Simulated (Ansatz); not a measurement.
ZrSiO$_{4}$: geometry relaxation (part 2 of 2)

The same run, continued: ZrSiO$_{4}$ (I4₁/amd, 12 atoms in the cell); DFT PBE, scalar-relativistic, plane waves, PAW, no spin polarisation (Ansatz 0.2.0); cutoff 420 eV, 6×6×6 k-mesh, Gaussian smearing of 0.02 eV. The structure derives from an entry of the Crystallography Open Database.

Geometry of the input (Å; fractional positions):
```
-3.3035  3.3035  2.9910
3.3035  -3.3035  2.9910
3.3035  3.3035  -2.9910
Zr 0.7500  0.2500  0.5000
Zr 0.0000  0.0000  0.0000
Si 0.2500  0.7500  0.5000
Si 0.5000  0.5000  0.0000
O  0.1364  0.3203  0.8161
O  0.0703  0.7542  0.6839
O  0.5042  0.3203  0.1839
O  0.0703  0.3864  0.3161
O  0.6136  0.9297  0.6839
O  0.6797  0.8636  0.1839
O  0.2458  0.9297  0.3161
O  0.6797  0.4958  0.8161
```

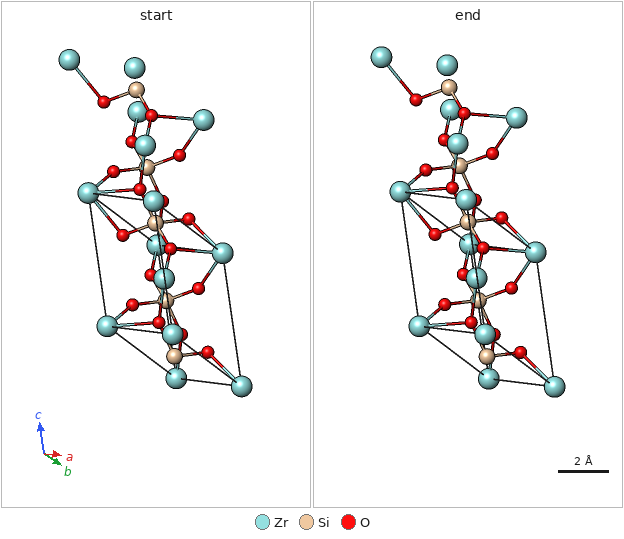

**Figure 1.** Before (left) and after (right) the relaxation, at one scale (ball-and-stick view of the cell of the calculation, repeated 1 × 1 × 2, seen at an oblique angle). The atoms keep their places relative to the cell (all moves are under 0.005 Å). The volume changes by +2.9 %, with a = b = c 5.547 → 5.601 Å (+1.0 %), γ 114.7° → 114.9°. Distances before and after: Zr1–O10 2.130 → 2.153 Å, Si3–O11 1.622 → 1.639 Å, Zr1–O11 2.269 → 2.283 Å. The space group stays I4_1/amd (No. 141). Over 6 geometry steps the energy falls by 6.3 meV per atom. Largest force component: 0.28 eV/Å at the start, 0.00058 eV/Å at the end. The pressure goes from 6.68 to −0.01 GPa. 1 further SCF at an unchanged geometry re-selected the plane-wave basis for the new cell. The energy change given includes the shifts at the re-selections in mid-walk, which come without any move. A last SCF at the same geometry on a re-selected plane-wave basis shifts the energy by −0.1 meV per atom. (Atoms are counted from 1 in the order of the input.)

```
basis re-selected at this cell: Δ(F+E_penalty+E_count) = -8.409e-4 eV, ΔP = +0.005 GPa vs the last step (what re-selecting the basis moved, of the pressure what is left beyond the Pulay correction that the steps carried, after the strain that the cell walked since its last selection, with what the two solves' SCF thresholds leave and, on support functions, any second-order correction that the steps lacked; it is no measure of the basis error at this ecutwfc). This SCF's stress stands 2.37e-2 GPa from its target on what of the cell is left free (relax.cell.stress_tol is 5.00e-2 GPa) and its largest allowed force component is 5.83e-4 eV/Å (relax.f_tol is 5.00e-3 eV/Å): within both
SCF converged after 5 iterations
Free energy (F): -14196.440174 eV
Harris-Foulkes:  -14196.440174 eV  (|F-HF|=6.73e-11)
Internal energy: -14196.440174 eV  (E = F + TS)
E sigma→0 (E₀):  -14196.440174 eV
Fermi energy:    10.032613 eV
--- Per-component energies (eV) ---
  E_band       = -291.835317
  E_kinetic    = 2173.358400
  E_local      = -4360.486327  (includes V_loc(G=0)·N_el)
  E_nonlocal   = 582.358157
  E_hartree    = 1501.558800
  E_xc         = -1031.656590
  E_vxc        = -1238.747864  (∫ρ·V_xc dr)
  E_paw        = -8198.755238  (= ΣΔE_a)
  E_vpaw       = -451.455349  (= ΣTr[D̂ρ^β])
  E_aug_tail   = 0.020005  (compensation charges beyond the density's cutoff)
  E_ewald      = -4862.837380
  E_smearing   = -0.000000  (= −TS)
  E_closure    = 0.000000  (closes the sum)
  Σ components = -14196.440174   (vs F -14196.440174, Δ=0.00e0)
--- Forces (eV/Å), atoms counted from 1 ---
  atom   1  Zr     0.00000000    -0.00000000    -0.00000000
  atom   2  Zr    -0.00000000     0.00000000     0.00000000
  atom   3  Si    -0.00000000     0.00000000    -0.00000000
  atom   4  Si     0.00000000     0.00000000     0.00000000
  atom   5  O     -0.00000000     0.00017313    -0.00058320
  atom   6  O     -0.00017313     0.00000000    -0.00058320
  atom   7  O      0.00000000    -0.00017313    -0.00058320
  atom   8  O      0.00017313    -0.00000000    -0.00058320
  atom   9  O      0.00000000    -0.00017313     0.00058320
  atom  10  O     -0.00017313     0.00000000     0.00058320
  atom  11  O      0.00000000     0.00017313     0.00058320
  atom  12  O      0.00017313     0.00000000     0.00058320
  max |Σ_I F_I| component: 7.81e-18 eV/Å
--- Stress (GPa, compression-positive) ---
       -0.007577       0.000000       0.000000
        0.000000      -0.007577      -0.000000
        0.000000      -0.000000      -0.023732
  P = ⅓ Tr σ = -0.0130 GPa (-0.130 kbar)
--- Band table (eV; the first three rows and the last of 30) ---
  k-point 0: bands = ["-40.0113", "-39.9867", "-18.2316", "-18.2316", "-18.1248", "-18.0861", "-17.9777", "-17.9777", "-11.1242", "-10.2782", "-9.4326", "-9.2524", "-8.8896", "-8.8896", "-8.7477", "-8.7477", "0.4188", "1.9509", "2.1057", "2.6208", "2.6208", "3.2505", "3.7572", "3.8483", "4.6988", "4.7096", "4.7096", "4.8502", "5.3401", "5.3401", "6.2010", "6.2010", "6.9183", "6.9183", "6.9820", "7.0728", "7.1688", "7.1688", "7.2012", "7.7309", "12.5316", "12.9267", "12.9775", "12.9775", "13.7658", "13.9019", "14.1109", "14.2782", "14.2782", "14.6210", "15.7745", "17.0981"]
  k-point 1: bands = ["-40.0096", "-39.9884", "-18.2409", "-18.2168", "-18.1163", "-18.0958", "-17.9973", "-17.9668", "-11.0311", "-10.2808", "-9.3885", "-9.2338", "-8.9418", "-8.9195", "-8.8380", "-8.7945", "0.6152", "2.0712", "2.2690", "2.5925", "2.6123", "3.4797", "3.9018", "4.0221", "4.1322", "4.3491", "4.8685", "5.1532", "5.2384", "5.2398", "6.1690", "6.2758", "6.8353", "6.8505", "6.9075", "6.9249", "6.9853", "7.0418", "7.1988", "7.6193", "12.4699", "12.7668", "12.9707", "12.9803", "13.8660", "14.0373", "14.0803", "14.3654", "14.3899", "15.0218", "15.9686", "17.1386"]
  k-point 2: bands = ["-40.0051", "-39.9929", "-18.2427", "-18.1750", "-18.1717", "-18.0487", "-18.0402", "-17.9647", "-10.7878", "-10.3272", "-9.2677", "-9.1803", "-9.0548", "-9.0237", "-8.9958", "-8.9208", "1.1330", "2.1621", "2.6970", "2.7123", "2.7326", "3.5892", "3.7501", "3.7711", "4.2304", "4.3627", "4.6669", "4.8942", "5.2964", "5.5820", "5.7984", "6.3403", "6.4707", "6.4996", "6.6813", "6.8582", "6.8759", "6.9480", "7.1341", "7.3570", "12.3950", "12.5094", "13.0539", "13.0852", "13.6601", "13.7186", "14.4584", "14.5977", "15.2440", "15.5630", "16.1713", "16.9763"]
  k-point 29: bands = ["-39.9990", "-39.9990", "-18.2501", "-18.2501", "-18.1078", "-18.1078", "-17.9626", "-17.9626", "-10.6693", "-10.6693", "-9.3928", "-9.3928", "-8.8426", "-8.8426", "-8.8046", "-8.8046", "0.9937", "0.9937", "2.8564", "2.8564", "3.0742", "3.0742", "4.1917", "4.1917", "4.7157", "4.7157", "4.9179", "4.9179", "5.9024", "5.9024", "6.0284", "6.0284", "6.2436", "6.2436", "6.4393", "6.4393", "6.6628", "6.6628", "6.9441", "6.9441", "13.0404", "13.0404", "13.3821", "13.3821", "13.4109", "13.4109", "14.2438", "14.2438", "14.9886", "14.9886", "17.0609", "17.0609"]
--- Relaxed structure (7 steps of the walk, 7 accepted, 2 SCFs on fresh bases) ---
  F+E_penalty+E_count = -14196.44017398 eV   max|allowed force component| = 5.832e-4 eV/Å   (the final SCF, on the basis selected at the relaxed cell)
  cell:  # Å, volume = 134.2985 Å³
    - [-3.338773257359141, 3.338773257359141, 3.0118785500735683]
    - [3.338773257359141, -3.338773257359141, 3.0118785500735683]
    - [3.338773257359141, 3.338773257359141, -3.0118785500735683]
  atoms:
    - { symbol: Zr, position: [0.75, 0.24999999999999997, 0.49999999999999994] }
    - { symbol: Zr, position: [-3.459557573365587e-20, -5.2372968703626975e-20, -2.051237650381272e-20] }
    - { symbol: Si, position: [0.24999999999999997, 0.75, 0.49999999999999994] }
    - { symbol: Si, position: [0.5, 0.5, -2.051237650381226e-20] }
    - { symbol: O, position: [0.1359092036636049, 0.31967214724834514, 0.8162370564152595] }
    - { symbol: O, position: [0.06967214724834525, 0.7534350908330855, 0.6837629435847402] }
    - { symbol: O, position: [0.5034350908330855, 0.3196721472483452, 0.18376294358474024] }
    - { symbol: O, position: [0.06967214724834528, 0.3859092036636049, 0.3162370564152596] }
    - { symbol: O, position: [0.614090796336395, 0.9303278527516545, 0.6837629435847401] }
    - { symbol: O, position: [0.6803278527516546, 0.8640907963363949, 0.18376294358474024] }
    - { symbol: O, position: [0.24656490916691437, 0.9303278527516546, 0.31623705641525973] }
    - { symbol: O, position: [0.6803278527516546, 0.4965649091669143, 0.8162370564152595] }
```

## Trajectory as extended XYZ (Å, eV, eV/Å), 9 frames, from step=1 to step=9
```
12
Lattice="-3.3035 3.3035 2.9910 3.3035 -3.3035 2.9910 3.3035 3.3035 -2.9910" Properties=species:S:1:pos:R:3:forces:R:3 step=1 energy=-14196.36330 pressure_GPa=6.68
Zr    0.0000    3.3035    1.4955    0.0000   0.0000   0.0000
Zr    0.0000    0.0000    0.0000    0.0000   0.0000   0.0000
Si    3.3035    0.0000    1.4955    0.0000   0.0000   0.0000
Si    0.0000    0.0000    2.9910    0.0000   0.0000   0.0000
O     3.3035    2.0885   -1.0750    0.0000  -0.2783  -0.1714
O     4.5185    0.0000    0.4205    0.2783   0.0000  -0.1714
O     0.0000    1.2150    1.9160    0.0000   0.2783  -0.1714
O     2.0885    0.0000    0.4205   -0.2783   0.0000  -0.1714
O     3.3035    1.2150    2.5705    0.0000   0.2783   0.1714
O     1.2150    0.0000    4.0660    0.2783   0.0000   0.1714
O     3.3035   -1.2150    2.5705    0.0000  -0.2783   0.1714
O     2.0885    3.3035    1.0750   -0.2783   0.0000   0.1714
12
Lattice="-3.3330 3.3330 3.0133 3.3330 -3.3330 3.0133 3.3330 3.3330 -3.0133" Properties=species:S:1:pos:R:3:forces:R:3 step=2 energy=-14196.40961 pressure_GPa=0.91
Zr    0.0000    3.3330    1.5067    0.0000   0.0000   0.0000
Zr    0.0000    0.0000    0.0000    0.0000   0.0000   0.0000
Si    3.3330    0.0000    1.5067    0.0000   0.0000   0.0000
Si    0.0000    0.0000    3.0133    0.0000   0.0000   0.0000
O     3.3330    2.1108   -1.0782    0.0000  -0.3002  -0.2774
O     4.5552    0.0000    0.4285    0.3002   0.0000  -0.2774
O     0.0000    1.2222    1.9352    0.0000   0.3002  -0.2774
O     2.1108    0.0000    0.4285   -0.3002   0.0000  -0.2774
O     3.3330    1.2222    2.5848    0.0000   0.3002   0.2774
O     1.2222    0.0000    4.0915    0.3002   0.0000   0.2774
O     3.3330   -1.2222    2.5848    0.0000  -0.3002   0.2774
O     2.1108    3.3330    1.0782   -0.3002   0.0000   0.2774
12
Lattice="-3.3384 3.3384 3.0079 3.3384 -3.3384 3.0079 3.3384 3.3384 -3.0079" Properties=species:S:1:pos:R:3:forces:R:3 step=3 energy=-14196.42203 pressure_GPa=0.09
Zr    0.0000    3.3384    1.5039    0.0000   0.0000   0.0000
Zr    0.0000    0.0000    0.0000    0.0000   0.0000   0.0000
Si    3.3384    0.0000    1.5039    0.0000   0.0000   0.0000
Si    0.0000    0.0000    3.0079    0.0000   0.0000   0.0000
O     3.3384    2.1098   -1.0824    0.0000   0.0024  -0.0374
O     4.5670    0.0000    0.4216   -0.0024   0.0000  -0.0374
O     0.0000    1.2286    1.9255    0.0000  -0.0024  -0.0374
O     2.1098    0.0000    0.4216    0.0024   0.0000  -0.0374
O     3.3384    1.2286    2.5863    0.0000  -0.0024   0.0374
O     1.2286    0.0000    4.0902   -0.0024   0.0000   0.0374
O     3.3384   -1.2286    2.5863    0.0000   0.0024   0.0374
O     2.1098    3.3384    1.0824    0.0024   0.0000   0.0374
12
Lattice="-3.3372 3.3372 3.0103 3.3372 -3.3372 3.0103 3.3372 3.3372 -3.0103" Properties=species:S:1:pos:R:3:forces:R:3 step=4 energy=-14196.42246 pressure_GPa=0.03
Zr    0.0000    3.3372    1.5052    0.0000   0.0000   0.0000
Zr    0.0000    0.0000    0.0000    0.0000   0.0000   0.0000
Si    3.3372    0.0000    1.5052    0.0000   0.0000   0.0000
Si    0.0000    0.0000    3.0103    0.0000   0.0000   0.0000
O     3.3372    2.1093   -1.0842    0.0000   0.0094  -0.0157
O     4.5651    0.0000    0.4209   -0.0094   0.0000  -0.0157
O     0.0000    1.2279    1.9261    0.0000  -0.0094  -0.0157
O     2.1093    0.0000    0.4209    0.0094   0.0000  -0.0157
O     3.3372    1.2279    2.5894    0.0000  -0.0094   0.0157
O     1.2279    0.0000    4.0946   -0.0094   0.0000   0.0157
O     3.3372   -1.2279    2.5894    0.0000   0.0094   0.0157
O     2.1093    3.3372    1.0842    0.0094   0.0000   0.0157
12
Lattice="-3.3364 3.3364 3.0121 3.3364 -3.3364 3.0121 3.3364 3.3364 -3.0121" Properties=species:S:1:pos:R:3:forces:R:3 step=5 energy=-14196.42255 pressure_GPa=-0.01
Zr    0.0000    3.3364    1.5060    0.0000   0.0000   0.0000
Zr    0.0000    0.0000    0.0000    0.0000   0.0000   0.0000
Si    3.3364    0.0000    1.5060    0.0000   0.0000   0.0000
Si    0.0000    0.0000    3.0121    0.0000   0.0000   0.0000
O     3.3364    2.1094   -1.0858    0.0000   0.0061  -0.0020
O     4.5634    0.0000    0.4203   -0.0061   0.0000  -0.0020
O     0.0000    1.2270    1.9263    0.0000  -0.0061  -0.0020
O     2.1094    0.0000    0.4203    0.0061   0.0000  -0.0020
O     3.3364    1.2270    2.5918    0.0000  -0.0061   0.0020
O     1.2270    0.0000    4.0978   -0.0061   0.0000   0.0020
O     3.3364   -1.2270    2.5918    0.0000   0.0061   0.0020
O     2.1094    3.3364    1.0858    0.0061   0.0000   0.0020
12
Lattice="-3.3365 3.3365 3.0120 3.3365 -3.3365 3.0120 3.3365 3.3365 -3.0120" Properties=species:S:1:pos:R:3:forces:R:3 step=6 energy=-14196.42254 pressure_GPa=-0.00
Zr    0.0000    3.3365    1.5060    0.0000   0.0000   0.0000
Zr    0.0000    0.0000    0.0000    0.0000   0.0000   0.0000
Si    3.3365    0.0000    1.5060    0.0000   0.0000   0.0000
Si    0.0000    0.0000    3.0120    0.0000   0.0000   0.0000
O     3.3365    2.1097   -1.0859    0.0000   0.0034  -0.0007
O     4.5633    0.0000    0.4201   -0.0034   0.0000  -0.0007
O     0.0000    1.2268    1.9261    0.0000  -0.0034  -0.0007
O     2.1097    0.0000    0.4201    0.0034   0.0000  -0.0007
O     3.3365    1.2268    2.5919    0.0000  -0.0034   0.0007
O     1.2268    0.0000    4.0979   -0.0034   0.0000   0.0007
O     3.3365   -1.2268    2.5919    0.0000   0.0034   0.0007
O     2.1097    3.3365    1.0859    0.0034   0.0000   0.0007
12
Lattice="-3.3365 3.3365 3.0120 3.3365 -3.3365 3.0120 3.3365 3.3365 -3.0120" Properties=species:S:1:pos:R:3:forces:R:3 step=7 energy=-14196.43994 pressure_GPa=0.23
Zr    0.0000    3.3365    1.5060    0.0000   0.0000   0.0000
Zr    0.0000    0.0000    0.0000    0.0000   0.0000   0.0000
Si    3.3365    0.0000    1.5060    0.0000   0.0000   0.0000
Si    0.0000    0.0000    3.0120    0.0000   0.0000   0.0000
O     3.3365    2.1097   -1.0859    0.0000   0.0024  -0.0006
O     4.5633    0.0000    0.4201   -0.0024   0.0000  -0.0006
O     0.0000    1.2268    1.9261    0.0000  -0.0024  -0.0006
O     2.1097    0.0000    0.4201    0.0024   0.0000  -0.0006
O     3.3365    1.2268    2.5919    0.0000  -0.0024   0.0006
O     1.2268    0.0000    4.0979   -0.0024   0.0000   0.0006
O     3.3365   -1.2268    2.5919    0.0000   0.0024   0.0006
O     2.1097    3.3365    1.0859    0.0024   0.0000   0.0006
12
Lattice="-3.3388 3.3388 3.0119 3.3388 -3.3388 3.0119 3.3388 3.3388 -3.0119" Properties=species:S:1:pos:R:3:forces:R:3 step=8 energy=-14196.43933 pressure_GPa=-0.02
Zr    0.0000    3.3388    1.5059    0.0000   0.0000   0.0000
Zr    0.0000    0.0000    0.0000    0.0000   0.0000   0.0000
Si    3.3388    0.0000    1.5059    0.0000   0.0000   0.0000
Si    0.0000    0.0000    3.0119    0.0000   0.0000   0.0000
O     3.3388    2.1117   -1.0863    0.0000   0.0002  -0.0006
O     4.5659    0.0000    0.4197   -0.0002   0.0000  -0.0006
O     0.0000    1.2271    1.9256    0.0000  -0.0002  -0.0006
O     2.1117    0.0000    0.4197    0.0002   0.0000  -0.0006
O     3.3388    1.2271    2.5922    0.0000  -0.0002   0.0006
O     1.2271    0.0000    4.0981   -0.0002   0.0000   0.0006
O     3.3388   -1.2271    2.5922    0.0000   0.0002   0.0006
O     2.1117    3.3388    1.0863    0.0002   0.0000   0.0006
12
Lattice="-3.3388 3.3388 3.0119 3.3388 -3.3388 3.0119 3.3388 3.3388 -3.0119" Properties=species:S:1:pos:R:3:forces:R:3 step=9 energy=-14196.44017 pressure_GPa=-0.01
Zr    0.0000    3.3388    1.5059    0.0000   0.0000   0.0000
Zr    0.0000    0.0000    0.0000    0.0000   0.0000   0.0000
Si    3.3388    0.0000    1.5059    0.0000   0.0000   0.0000
Si    0.0000    0.0000    3.0119    0.0000   0.0000   0.0000
O     3.3388    2.1117   -1.0863    0.0000   0.0002  -0.0006
O     4.5659    0.0000    0.4197   -0.0002   0.0000  -0.0006
O     0.0000    1.2271    1.9256    0.0000  -0.0002  -0.0006
O     2.1117    0.0000    0.4197    0.0002   0.0000  -0.0006
O     3.3388    1.2271    2.5922    0.0000  -0.0002   0.0006
O     1.2271    0.0000    4.0981   -0.0002   0.0000   0.0006
O     3.3388   -1.2271    2.5922    0.0000   0.0002   0.0006
O     2.1117    3.3388    1.0863    0.0002   0.0000   0.0006
```

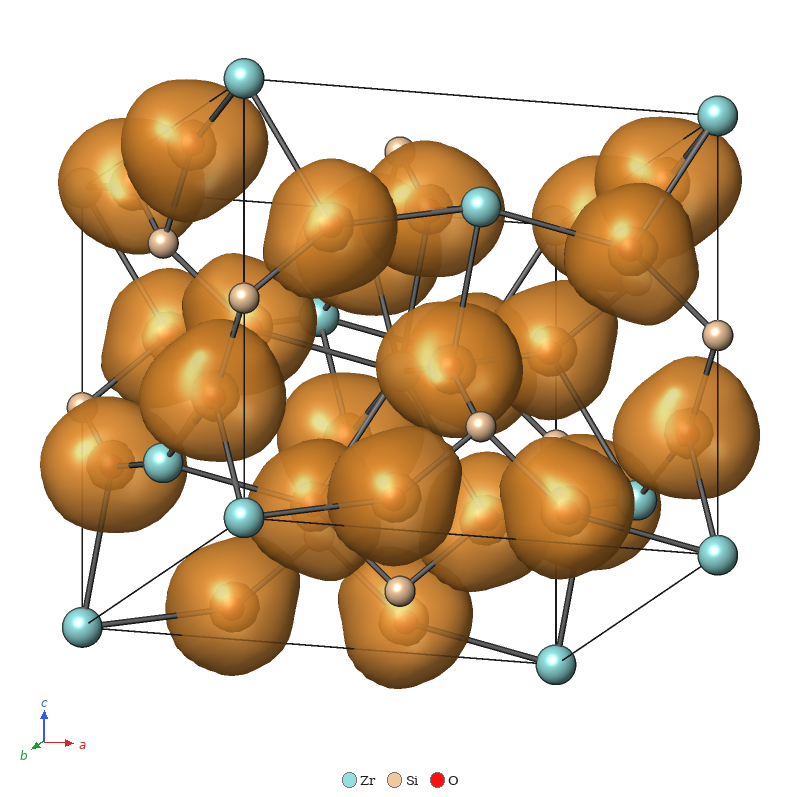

**Figure 2.** Isosurface of the electron localisation function at 0.65 (orange), seen at an oblique angle. Only the valence region is drawn (cores and ρ < 0.01 e/Å³ removed). Sticks mark near contacts. The outline is the cell set on symmetry axes. Zr–O (2.15 Å): the ELF peaks at about 0.85 in the valence shell of O, 0.6 Å from its nucleus, and drops to about 0.20 between the two atoms. The fields are those of the smooth PAW valence density.

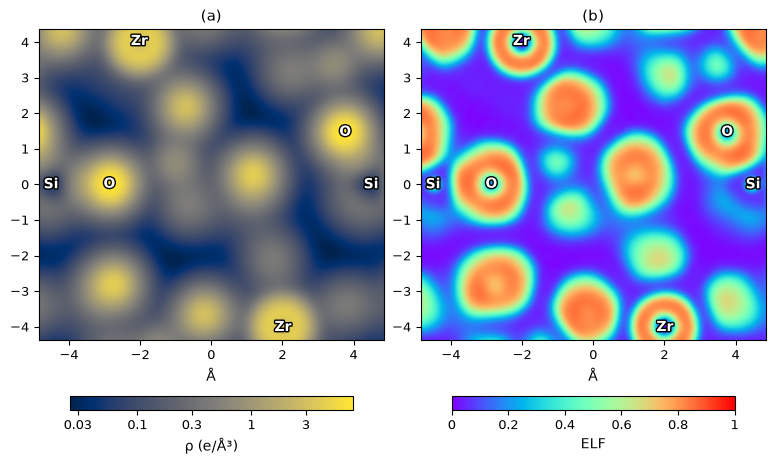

**Figure 3.** (a) valence pseudo-density; (b) ELF on the (111) plane of the conventional cell. Atoms in the plane: Zr, Si and O. Si–O (1.64 Å): ρ is about 1.2 e/Å³ halfway; the ELF peaks at about 0.85 between the atoms, which marks a polar covalent bond. Away from the nuclei the density in this plane falls to 0.03 e/Å³ at its lowest. The strong features right at Zr lie inside the PAW spheres (semicore, d or f shells) and say nothing about bonding.

## Key numbers

```csv
quantity,value
outcome,converged
space group (tolerance 0.01 Å),I4₁/amd (141)
electrons treated,80
free energy,−14196.4402 eV
Fermi energy,10.033 eV
gap on the k-point mesh,4.60 eV
pressure,−0.01 GPa
final volume,134.30 Å³
largest force (length of the vector) at the end,0.001 eV/Å
final cell,"a = 5.601 Å, b = 5.601 Å, c = 5.601 Å, α = 106.81°, β = 106.81°, γ = 114.93°"
hardware,"2 threads of AMD EPYC (Zen 5), 24 GiB of memory available, shared host"
wall time,19 s (CPU time 36 s)
peak memory,0.61 GiB
```
